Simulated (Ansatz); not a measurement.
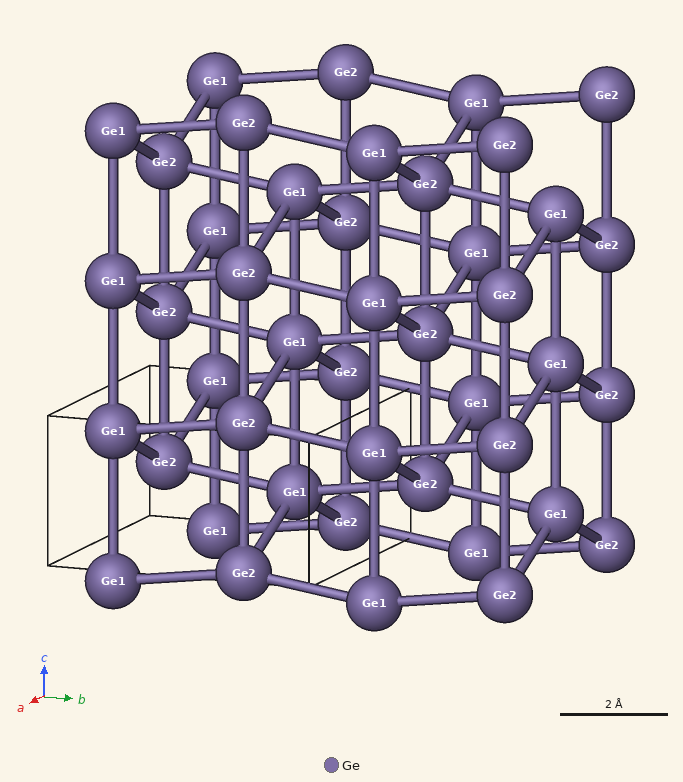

Figure 1. The input geometry (ball-and-stick view of the cell 2 times as large as that of the calculation, set on its symmetry axes, repeated 1 × 2 × 3, seen slightly off an axis; atoms are numbered from 1 in the order of the input). An atom can appear more than once, as a periodic image.

**Geometry relaxation of Ge (part 1 of 2)**

System: Ge (Imma, 2 atoms in the cell).
Method: DFT r2SCAN, scalar-relativistic, plane waves, PAW, no spin polarisation (Ansatz 0.2.0).

The structure derives from a Materials Project entry. Figures and captions count atoms from 1; the log counts them from 0 in places.

**Log**
```
Engine: ansatz 0.2.0, x86_64-unknown-linux-gnu
Pseudopotentials: kind: paw
Pseudopotential: Ge, paw, valence charge 14, recommended cutoff 500 eV (meta_gga), Ge.paw.azcp
Functional definition: r2SCAN
  parameter k0 = 0.174
  parameter k1 = 0.065
  parameter a1 = 4.9479
  exchange = r2scan_x(k0 = k0, k1 = k1, a1 = a1)
  correlation = r2scan_c
Crystal: 2 atoms, lattice volume = 38.029 Å³
Basis set: ecut = 500 eV, 953 PW (Γ), exchange–correlation on 120×120×120 points (64 copies of the dense FFT grid, shifted against one another)
Bands: 18, of which v1, the nominal top of the filled ones, is band 14 counted from 1 (13 counted from 0)
Symmetry: 8 space group operations
Space group: Imma (ITA 74), of the structure as read, at distance tolerance 3.4e-5 Å
k-points: 621 of 4096
Non-local potential: Ge, projectors of the file, l = 0: 2, l = 1: 2, l = 2: 3, l = 3: 1
PAW form: soft (Blöchl's): semilocal exchange-correlation on the pseudo side does not see the compensation charge
PAW frozen core: Ge, regenerated for the run's functional (the file was generated under x = pbe(κ = 0.804, μ = 0.2195149727645171), c = pbe(β = 0.06672455060314922))
PAW one-centre angular grid: Ge, 590 points (default); XC on 160 Gauss nodes
Initial density: superposition of atomic densities (neutral atoms: chi_scale 0, normalization atom), corrected by the library's trained network
Initial wavefunctions: pseudopotential atomic-orbital guess
Functional: x = r2scan, c = r2scan; τ floored in thin density (d = 2e-4 eV/Å³)
SCF iter   1: F=—  HF=-8605.036371 eV  |F-HF|=—  |Δ(HF+E_count)|=         —  Δρ=6.79e-3  dr2=5.61e-3  dr2_τ=1.44e-3  ethr=1.77e-3  ⟨swp⟩=5.3  Hψ=46305  notcnv=0
preconditioner: auto → Kerker (q_TF=auto, 2.593 Å⁻¹)  [metal: Δε(μ)=0.009 eV  Ē_g=24.403 eV  σ=0.100 eV  W_gap=0.05  n_scr=16 (ndim 8)  ℏωp=31.9 eV  f_vac=0.000  D(μ)=0.77/eV (n_scr^D=4)]
SCF iter   2: F=—  HF=-8605.059250 eV  |F-HF|=—  |Δ(HF+E_count)|=   2.29e-2  Δρ=2.40e-3  dr2=9.96e-4  dr2_τ=2.25e-5  ethr=2.00e-5  ⟨swp⟩=2.0  Hψ=27212  notcnv=0  defer=112
SCF iter   3: F=—  HF=-8605.059713 eV  |F-HF|=—  |Δ(HF+E_count)|=   4.62e-4  Δρ=1.58e-3  dr2=5.09e-4  dr2_τ=6.38e-6  ethr=3.56e-6  ⟨swp⟩=1.0  Hψ=11066  notcnv=0  defer=112
SCF iter   4: F=—  HF=-8605.059963 eV  |F-HF|=—  |Δ(HF+E_count)|=   2.50e-4  Δρ=2.61e-4  dr2=2.98e-5  dr2_τ=2.53e-7  ethr=1.82e-6  ⟨swp⟩=2.0  Hψ=13562  notcnv=0  defer=112
SCF iter   5: F=—  HF=-8605.059976 eV  |F-HF|=—  |Δ(HF+E_count)|=   1.32e-5  Δρ=6.00e-5  dr2=1.68e-6  dr2_τ=8.87e-9  ethr=1.06e-7  ⟨swp⟩=2.0  Hψ=13489  notcnv=0  defer=112
SCF iter   6: F=-8605.059977 eV  HF=-8605.059977 eV  |F-HF|=3.29e-10  |Δ(HF+E_count)|=   6.36e-7  Δρ=8.50e-6  dr2=2.65e-8  dr2_τ=2.08e-10  ethr=3.57e-10  ⟨swp⟩=3.7  Hψ=41325  notcnv=0
SCF 1 converged in 6 iterations: F = -8605.059977 eV  dr2 = 2.65e-8
  greatest PAW one-centre occupation: 0.998 electrons in one spin orbital (limit 2), on the Ge atom at site 1 (counted from 0), in its partial waves of l = 2
relax step   1: F+E_penalty+E_count = -8605.05997673 eV  Δ(F+E_penalty+E_count) = +0.000e0 eV  max|allowed force component| = 7.751e-2 eV/Å  Δτ_max = 0.0000 Å  P = -1.363 GPa  Ω = 38.029 Å³  (6 SCF iters, dr2 threshold 1.00e-7 eV, accepted)
Crystal: 2 atoms, lattice volume = 37.208 Å³
Basis set: ecut = 500 eV, 941 PW (Γ), exchange–correlation on 120×120×120 points (64 copies of the dense FFT grid, shifted against one another)
Initial density: handed on by an earlier stage of this run
Initial wavefunctions: those handed on with the density
iter 1 solved again at ethr=2.59e-6 eV; its pass at ethr=3.10e-3 eV (dr2=7.24e-4 eV) is discarded
SCF iter   1: F=—  HF=-8605.059191 eV  |F-HF|=—  |Δ(HF+E_count)|=         —  Δρ=2.13e-3  dr2=7.31e-4  dr2_τ=7.35e-3  ethr=2.59e-6  ⟨swp⟩=1.2  Hψ=66144  notcnv=0
preconditioner: auto → Kerker (q_TF=auto, 2.602 Å⁻¹)  [metal: Δε(μ)=0.005 eV  Ē_g=24.359 eV  σ=0.100 eV  W_gap=0.03  n_scr=16 (ndim 8)  ℏωp=32.2 eV  f_vac=0.000  D(μ)=0.75/eV (n_scr^D=4)]
SCF iter   2: F=—  HF=-8605.070911 eV  |F-HF|=—  |Δ(HF+E_count)|=   1.17e-2  Δρ=1.42e-3  dr2=2.94e-4  dr2_τ=2.88e-6  ethr=2.59e-6  ⟨swp⟩=2.8  Hψ=19649  notcnv=0
SCF iter   3: F=—  HF=-8605.071057 eV  |F-HF|=—  |Δ(HF+E_count)|=   1.46e-4  Δρ=5.93e-4  dr2=7.71e-5  dr2_τ=6.76e-7  ethr=1.05e-6  ⟨swp⟩=1.8  Hψ=12442  notcnv=0
SCF iter   4: F=—  HF=-8605.071107 eV  |F-HF|=—  |Δ(HF+E_count)|=   4.98e-5  Δρ=2.10e-4  dr2=1.05e-5  dr2_τ=9.74e-8  ethr=2.75e-7  ⟨swp⟩=3.0  Hψ=20200  notcnv=0
SCF iter   5: F=—  HF=-8605.071110 eV  |F-HF|=—  |Δ(HF+E_count)|=   2.68e-6  Δρ=6.45e-5  dr2=1.48e-6  dr2_τ=1.60e-8  ethr=3.74e-8  ⟨swp⟩=2.0  Hψ=19828  notcnv=0
SCF iter   6: F=-8605.071111 eV  HF=-8605.071111 eV  |F-HF|=3.07e-8  |Δ(HF+E_count)|=   9.60e-7  Δρ=1.37e-5  dr2=6.98e-8  dr2_τ=5.93e-10  ethr=7.14e-10  ⟨swp⟩=2.9  Hψ=43456  notcnv=0
the search or the solves at the SCF's close seem to have found levels that the self-consistency loop had missed (the run counts 1). By its estimate they hold under 1e-12 electrons; where the run keeps them, the occupations were computed again with them
SCF 2 converged in 6 iterations: F = -8605.071111 eV  dr2 = 6.98e-8
relax step   2: F+E_penalty+E_count = -8605.07111092 eV  Δ(F+E_penalty+E_count) = -1.113e-2 eV  max|allowed force component| = 8.835e-2 eV/Å  Δτ_max = 0.0298 Å  P = +0.238 GPa  Ω = 37.208 Å³  energy of the carried Pulay correction = +2.930e-4 eV  (6 SCF iters, dr2 threshold 2.00e-7 eV, accepted)
Crystal: 2 atoms, lattice volume = 37.012 Å³
Basis set: ecut = 500 eV, 925 PW (Γ), exchange–correlation on 120×120×120 points (64 copies of the dense FFT grid, shifted against one another)
iter 1 solved again at ethr=3.07e-5 eV; its pass at ethr=3.10e-3 eV (dr2=8.59e-3 eV) is discarded
SCF iter   1: F=—  HF=-8604.952874 eV  |F-HF|=—  |Δ(HF+E_count)|=         —  Δρ=7.91e-3  dr2=8.67e-3  dr2_τ=9.79e-2  ethr=3.07e-5  ⟨swp⟩=1.1  Hψ=63974  notcnv=0
preconditioner: auto → Kerker (q_TF=auto, 2.604 Å⁻¹)  [metal: Δε(μ)=0.006 eV  Ē_g=24.422 eV  σ=0.100 eV  W_gap=0.03  n_scr=16 (ndim 8)  ℏωp=32.3 eV  f_vac=0.000  D(μ)=0.68/eV (n_scr^D=4)]
SCF iter   2: F=—  HF=-8605.085527 eV  |F-HF|=—  |Δ(HF+E_count)|=   1.33e-1  Δρ=5.10e-3  dr2=3.22e-3  dr2_τ=3.75e-5  ethr=3.07e-5  ⟨swp⟩=2.0  Hψ=21875  notcnv=0
SCF iter   3: F=—  HF=-8605.086611 eV  |F-HF|=—  |Δ(HF+E_count)|=   1.08e-3  Δρ=2.70e-3  dr2=1.19e-3  dr2_τ=9.50e-6  ethr=1.15e-5  ⟨swp⟩=1.4  Hψ=11724  notcnv=0
SCF iter   4: F=—  HF=-8605.087220 eV  |F-HF|=—  |Δ(HF+E_count)|=   6.09e-4  Δρ=4.70e-4  dr2=7.26e-5  dr2_τ=4.19e-7  ethr=4.27e-6  ⟨swp⟩=2.0  Hψ=13619  notcnv=0
SCF iter   5: F=—  HF=-8605.087243 eV  |F-HF|=—  |Δ(HF+E_count)|=   2.33e-5  Δρ=1.45e-4  dr2=7.19e-6  dr2_τ=6.66e-8  ethr=2.59e-7  ⟨swp⟩=2.0  Hψ=19481  notcnv=0
SCF iter   6: F=—  HF=-8605.087242 eV  |F-HF|=—  |Δ(HF+E_count)|=   9.03e-7  Δρ=6.25e-5  dr2=1.39e-6  dr2_τ=8.08e-9  ethr=2.57e-8  ⟨swp⟩=2.0  Hψ=19844  notcnv=0
SCF iter   7: F=-8605.087242 eV  HF=-8605.087242 eV  |F-HF|=2.43e-8  |Δ(HF+E_count)|=   2.14e-7  Δρ=1.38e-5  dr2=9.22e-8  dr2_τ=2.86e-10  ethr=7.14e-10  ⟨swp⟩=2.7  Hψ=43777  notcnv=0
SCF 3 converged in 7 iterations: F = -8605.087242 eV  dr2 = 9.22e-8
relax step   3: F+E_penalty+E_count = -8605.08724234 eV  Δ(F+E_penalty+E_count) = -1.613e-2 eV  max|allowed force component| = 5.407e-2 eV/Å  Δτ_max = 0.1202 Å  P = +0.712 GPa  Ω = 37.012 Å³  energy of the carried Pulay correction = +3.640e-4 eV  (7 SCF iters, dr2 threshold 2.00e-7 eV, accepted)
Crystal: 2 atoms, lattice volume = 37.335 Å³
Basis set: ecut = 500 eV, 933 PW (Γ), exchange–correlation on 120×120×120 points (64 copies of the dense FFT grid, shifted against one another)
iter 1 solved again at ethr=3.11e-6 eV; its pass at ethr=3.10e-3 eV (dr2=8.70e-4 eV) is discarded
SCF iter   1: F=—  HF=-8605.071349 eV  |F-HF|=—  |Δ(HF+E_count)|=         —  Δρ=2.66e-3  dr2=8.37e-4  dr2_τ=1.13e-2  ethr=3.11e-6  ⟨swp⟩=2.7  Hψ=63694  notcnv=0
preconditioner: auto → Kerker (q_TF=auto, 2.601 Å⁻¹)  [metal: Δε(μ)=0.017 eV  Ē_g=24.339 eV  σ=0.100 eV  W_gap=0.10  n_scr=16 (ndim 8)  ℏωp=32.2 eV  f_vac=0.000  D(μ)=0.64/eV (n_scr^D=4)]
SCF iter   2: F=—  HF=-8605.089199 eV  |F-HF|=—  |Δ(HF+E_count)|=   1.78e-2  Δρ=1.85e-3  dr2=4.82e-4  dr2_τ=4.13e-6  ethr=2.99e-6  ⟨swp⟩=2.0  Hψ=19617  notcnv=0
SCF iter   3: F=—  HF=-8605.089310 eV  |F-HF|=—  |Δ(HF+E_count)|=   1.10e-4  Δρ=8.51e-4  dr2=1.44e-4  dr2_τ=9.23e-7  ethr=1.72e-6  ⟨swp⟩=1.1  Hψ=11269  notcnv=0
SCF iter   4: F=—  HF=-8605.089347 eV  |F-HF|=—  |Δ(HF+E_count)|=   3.74e-5  Δρ=1.73e-4  dr2=1.08e-5  dr2_τ=5.65e-8  ethr=5.16e-7  ⟨swp⟩=2.0  Hψ=13296  notcnv=0
SCF iter   5: F=—  HF=-8605.089348 eV  |F-HF|=—  |Δ(HF+E_count)|=   7.08e-7  Δρ=7.32e-5  dr2=1.95e-6  dr2_τ=1.21e-8  ethr=3.85e-8  ⟨swp⟩=2.3  Hψ=19968  notcnv=0
SCF iter   6: F=—  HF=-8605.089347 eV  |F-HF|=—  |Δ(HF+E_count)|=   2.88e-7  Δρ=3.95e-5  dr2=6.21e-7  dr2_τ=2.40e-9  ethr=6.95e-9  ⟨swp⟩=2.0  Hψ=17386  notcnv=0
SCF iter   7: F=-8605.089347 eV  HF=-8605.089347 eV  |F-HF|=1.03e-8  |Δ(HF+E_count)|=   1.25e-8  Δρ=1.19e-5  dr2=6.76e-8  dr2_τ=1.16e-10  ethr=7.14e-10  ⟨swp⟩=5.0  Hψ=43654  notcnv=0
SCF 4 converged in 7 iterations: F = -8605.089347 eV  dr2 = 6.76e-8
relax step   4: F+E_penalty+E_count = -8605.08934737 eV  Δ(F+E_penalty+E_count) = -2.105e-3 eV  max|allowed force component| = 6.298e-3 eV/Å  Δτ_max = 0.0404 Å  P = +0.003 GPa  Ω = 37.335 Å³  energy of the carried Pulay correction = +2.473e-4 eV  (7 SCF iters, dr2 threshold 2.00e-7 eV, accepted)
Crystal: 2 atoms, lattice volume = 37.332 Å³
iter 1 solved again at ethr=2.60e-7 eV; its pass at ethr=3.10e-3 eV (dr2=7.28e-5 eV) is discarded
SCF iter   1: F=—  HF=-8605.088277 eV  |F-HF|=—  |Δ(HF+E_count)|=         —  Δρ=7.33e-4  dr2=6.78e-5  dr2_τ=9.09e-4  ethr=2.60e-7  ⟨swp⟩=2.2  Hψ=62143  notcnv=0
preconditioner: auto → Kerker (q_TF=auto, 2.601 Å⁻¹)  [metal: Δε(μ)=0.014 eV  Ē_g=24.336 eV  σ=0.100 eV  W_gap=0.08  n_scr=16 (ndim 8)  ℏωp=32.2 eV  f_vac=0.000  D(μ)=0.64/eV (n_scr^D=4)]
SCF iter   2: F=—  HF=-8605.089617 eV  |F-HF|=—  |Δ(HF+E_count)|=   1.34e-3  Δρ=4.79e-4  dr2=2.74e-5  dr2_τ=2.91e-7  ethr=2.42e-7  ⟨swp⟩=2.0  Hψ=19620  notcnv=0
SCF iter   3: F=—  HF=-8605.089625 eV  |F-HF|=—  |Δ(HF+E_count)|=   8.38e-6  Δρ=2.29e-4  dr2=8.75e-6  dr2_τ=6.47e-8  ethr=9.78e-8  ⟨swp⟩=1.2  Hψ=11292  notcnv=0
SCF iter   4: F=—  HF=-8605.089629 eV  |F-HF|=—  |Δ(HF+E_count)|=   3.71e-6  Δρ=4.08e-5  dr2=5.75e-7  dr2_τ=3.65e-9  ethr=3.13e-8  ⟨swp⟩=2.0  Hψ=13612  notcnv=0
SCF iter   5: F=-8605.089629 eV  HF=-8605.089629 eV  |F-HF|=1.30e-9  |Δ(HF+E_count)|=   1.55e-7  Δρ=9.88e-6  dr2=3.03e-8  dr2_τ=3.50e-10  ethr=6.16e-10  ⟨swp⟩=5.0  Hψ=44380  notcnv=0
SCF 5 converged in 5 iterations: F = -8605.089629 eV  dr2 = 3.03e-8
relax step   5: F+E_penalty+E_count = -8605.08962876 eV  Δ(F+E_penalty+E_count) = -2.814e-4 eV  max|allowed force component| = 8.050e-4 eV/Å  Δτ_max = 0.0114 Å  P = +0.003 GPa  Ω = 37.332 Å³  energy of the carried Pulay correction = +2.486e-4 eV  (5 SCF iters, dr2 threshold 1.72e-7 eV, accepted)
Crystal: 2 atoms, lattice volume = 37.336 Å³
iter 1 solved again at ethr=2.12e-8 eV; its pass at ethr=3.10e-3 eV (dr2=5.94e-6 eV) is discarded
SCF iter   1: F=—  HF=-8605.089537 eV  |F-HF|=—  |Δ(HF+E_count)|=         —  Δρ=2.13e-4  dr2=5.63e-6  dr2_τ=7.59e-5  ethr=2.12e-8  ⟨swp⟩=2.5  Hψ=60760  notcnv=0
preconditioner: auto → Kerker (q_TF=auto, 2.601 Å⁻¹)  [metal: Δε(μ)=0.021 eV  Ē_g=24.336 eV  σ=0.100 eV  W_gap=0.12  n_scr=16 (ndim 8)  ℏωp=32.2 eV  f_vac=0.000  D(μ)=0.64/eV (n_scr^D=4)]
SCF iter   2: F=—  HF=-8605.089655 eV  |F-HF|=—  |Δ(HF+E_count)|=   1.18e-4  Δρ=1.42e-4  dr2=2.53e-6  dr2_τ=2.44e-8  ethr=2.01e-8  ⟨swp⟩=2.0  Hψ=19718  notcnv=0
SCF iter   3: F=—  HF=-8605.089656 eV  |F-HF|=—  |Δ(HF+E_count)|=   6.53e-7  Δρ=6.77e-5  dr2=8.12e-7  dr2_τ=5.42e-9  ethr=9.04e-9  ⟨swp⟩=1.1  Hψ=11215  notcnv=0
SCF iter   4: F=—  HF=-8605.089656 eV  |F-HF|=—  |Δ(HF+E_count)|=   2.84e-7  Δρ=1.19e-5  dr2=5.08e-8  dr2_τ=3.36e-10  ethr=2.90e-9  ⟨swp⟩=2.0  Hψ=13623  notcnv=0
SCF iter   5: F=-8605.089656 eV  HF=-8605.089656 eV  |F-HF|=4.55e-11  |Δ(HF+E_count)|=   1.18e-8  Δρ=2.85e-6  dr2=2.60e-9  dr2_τ=3.07e-11  ethr=7.91e-11  ⟨swp⟩=4.1  Hψ=34367  notcnv=0
SCF 6 converged in 5 iterations: F = -8605.089656 eV  dr2 = 2.60e-9
relax step   6: F+E_penalty+E_count = -8605.08965613 eV  Δ(F+E_penalty+E_count) = -2.737e-5 eV  max|allowed force component| = 4.336e-4 eV/Å  Δτ_max = 0.0033 Å  P = -0.004 GPa  Ω = 37.336 Å³  energy of the carried Pulay correction = +2.472e-4 eV  (5 SCF iters, dr2 threshold 2.21e-8 eV, accepted)
Initial wavefunctions: pseudopotential atomic-orbital guess (no wavefunctions were taken with the density)
iter 1 solved again at ethr=1.24e-8 eV; its pass at ethr=3.10e-3 eV (dr2=3.46e-6 eV) is discarded
```
